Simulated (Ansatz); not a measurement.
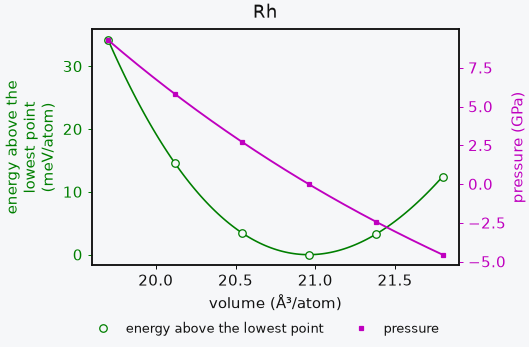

Method: equation of state of a cubic crystal from periodic Kohn-Sham density functional theory without spin, third-order Birch-Murnaghan fit to the free energies; pressure corrected for the finite basis (Ansatz 0.2.0 development build). Level: PBE.

- structure type: diamond
- atoms in cell: 2
- space group number: 227
- lattice centring: face-centred primitive
- k mesh: 17×17×17
- occupation method: Fermi–Dirac
- occupation width: 0.06123 eV
- wave cutoff: 540 eV
- datasets: hand-made PAW
- density tolerance: 1e−09 eV
- bands: 21
- density cutoff ratio: 4
- search for lower states: default

**Figure.** Energy above the lowest point and pressure against volume for Rh, space group Fd-3m (No. 227) (one of a set of cubic test structures, which need not be the stable phase).

A third-order Birch–Murnaghan fit gives V0 = 20.96 Å³/atom, B0 = 128 GPa and B′ = 5.1. The energy above the lowest point is 34.2 meV/atom at volume 19.70 Å³/atom and 12.4 meV/atom at 21.80 Å³/atom; the lowest computed point is at volume 20.96 Å³/atom (0.0 meV/atom), and no other minimum shows among the points. The pressure falls from 9.3 GPa at volume 19.70 Å³/atom to −4.6 GPa at 21.80 Å³/atom, and changes sign near 20.96 Å³/atom.

Caveats: cubic model structure, not the ambient form; modest k-mesh, values are not fully converged in k.

Input of one of the runs behind the figure:
```
crystal:
  lattice:
    - [0.0, 2.757155141215, 2.757155141215]
    - [2.757155141215, 0.0, 2.757155141215]
    - [2.757155141215, 2.757155141215, 0.0]
  atoms:
    - { symbol: Rh, position: [0, 0, 0] }
    - { symbol: Rh, position: [0.25, 0.25, 0.25] }
kpoints:
  mp_grid: { grid: [17, 17, 17] }
hamiltonian:
  xc: pbe
  pseudopotentials: { kind: paw, source: ansatz }
scf:
  occupations: { method: fermi_dirac, width: 0.061225619053 }
  convergence: { dr2_threshold: "1e-9 eV" }
  max_iter: 300
output:
  forces: true
  stress: true
```

Launched with:
```bash
ansatz run input.yaml --threads 1
```
